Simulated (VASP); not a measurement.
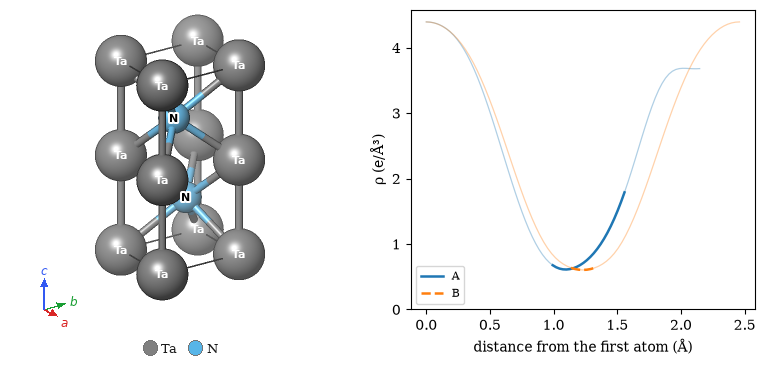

Figure 1: TaN. Valence pseudo-density along straight lines between neighbouring atoms. Thin, pale parts lie inside the atomic spheres. The structure is drawn too.

Space group P6₃/mmc; computed pressure about 51 GPa in this cell; spin-polarised.

Method: Kohn-Sham DFT of a periodic cell, HSE06, VASP PAW PBE potentials, recommended (VASP).

Core electrons are frozen (PAW), and the valence fields are smoothed inside the atomic spheres.

Which curve belongs to which contact (Ta–N and Ta–Ta)? The first atom named is at distance zero.

Answer. Curve A: Ta–N (2.15 Å): ρ at the midpoint is about 0.61 e/Å³. Curve B: Ta–Ta (2.46 Å): ρ is about 0.6 e/Å³ halfway.
